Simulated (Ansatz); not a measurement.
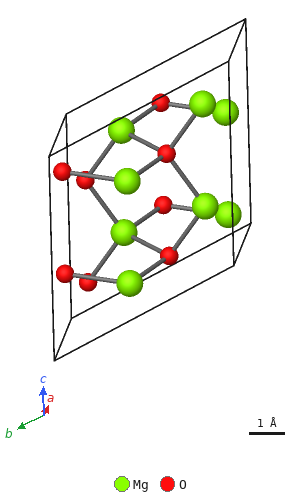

Starting frame of a dynamics run of a 16-atom cell of MgO (set up in P6_3mc). The picture is a ball-and-stick view of the simulation cell, seen from a free direction. Bonds to atoms that aren't drawn are left out.

Theory: DFT PBEsol, scalar-relativistic, plane waves, PAW (Ansatz 0.2.0).

Input file:
```yaml
crystal:
  lattice:
    - [-1.6593881964, 2.8741446656, 4.9994362158]
    - [-1.6593881964, 2.8741446656, -4.9994362158]
    - [-3.3187763927, -5.7482893312, 0.0]
  atoms:
    - { symbol: Mg, position: [0.1677465367, 0.1655867967, 0.3333333333] }
    - { symbol: Mg, position: [0.6677465367, 0.6655867967, 0.3333333333] }
    - { symbol: Mg, position: [0.1677465367, 0.1655867967, 0.8333333333] }
    - { symbol: Mg, position: [0.6677465367, 0.6655867967, 0.8333333333] }
    - { symbol: Mg, position: [0.0844132033, 0.5822534633, 0.1666666667] }
    - { symbol: Mg, position: [0.5844132033, 0.0822534633, 0.1666666667] }
    - { symbol: Mg, position: [0.0844132033, 0.5822534633, 0.6666666667] }
    - { symbol: Mg, position: [0.5844132033, 0.0822534633, 0.6666666667] }
    - { symbol: O, position: [0.3678867967, 0.9654465367, 0.3333333333] }
    - { symbol: O, position: [0.8678867967, 0.4654465367, 0.3333333333] }
    - { symbol: O, position: [0.3678867967, 0.9654465367, 0.8333333333] }
    - { symbol: O, position: [0.8678867967, 0.4654465367, 0.8333333333] }
    - { symbol: O, position: [0.2845534633, 0.3821132033, 0.1666666667] }
    - { symbol: O, position: [0.7845534633, 0.8821132033, 0.1666666667] }
    - { symbol: O, position: [0.2845534633, 0.3821132033, 0.6666666667] }
    - { symbol: O, position: [0.7845534633, 0.8821132033, 0.6666666667] }
basis:
  ecutwfc: 420
kpoints:
  mp_grid: { grid: [2, 2, 2], shift: [0.5, 0.5, 0.5] }
hamiltonian:
  xc: pbesol
scf:
  occupations: { method: fermi_dirac, width: 0.0388 }
  lower_state_search: "off"
  convergence: { dr2_threshold: 1.0e-07 }
output:
  forces: true
  stress: true
md:
  timestep: 1.0
  n_steps: 77
  ensemble: nvt_langevin
  temperature: 450.0
  initial_velocities: maxwell_boltzmann
  seed: 3975
  friction: 0.05
```

Command:
```bash
ansatz run input.yaml --threads 4 --pin off --max-ram 5120MiB --backend cpu --events-out ev --progress --plain --runs-dir out
```

> Predict how the run goes.

Over the second half the temperature averages 381 K (spread ±60 K). The potential energy in the second half lies on average 44.2 meV per atom above the first frame. The mean pressure there is 0.4 GPa. In the second half of the run the atoms are, in the root-mean-square, this far from where they began (common drift taken out): O 0.11 Å, Mg 0.10 Å. The run lasts only 77 fs, too short to tell vibration from diffusion.

Along the run (each row but the first and the last is the mean over the interval that it begins):

```csv
time (fs),potential energy (meV/atom),T (K),p (GPa)
0.0,0.0,422,-0.3
7.0,20.7,319,0.0
14.0,35.6,351,0.4
21.0,42.2,289,0.5
28.0,40.6,359,0.5
35.0,42.6,373,0.6
42.0,46.7,335,0.7
49.0,45.7,394,0.6
56.0,44.0,331,0.3
63.0,42.7,395,0.2
70.0,41.6,454,0.1
77.0,44.5,503,0.2
```

The paths of the atoms, magnified 3 times:

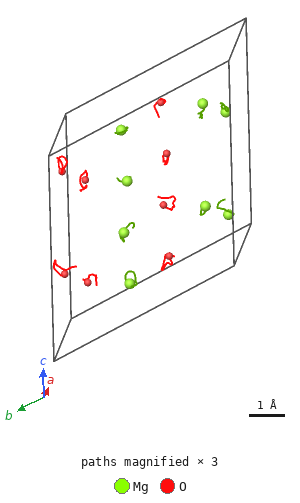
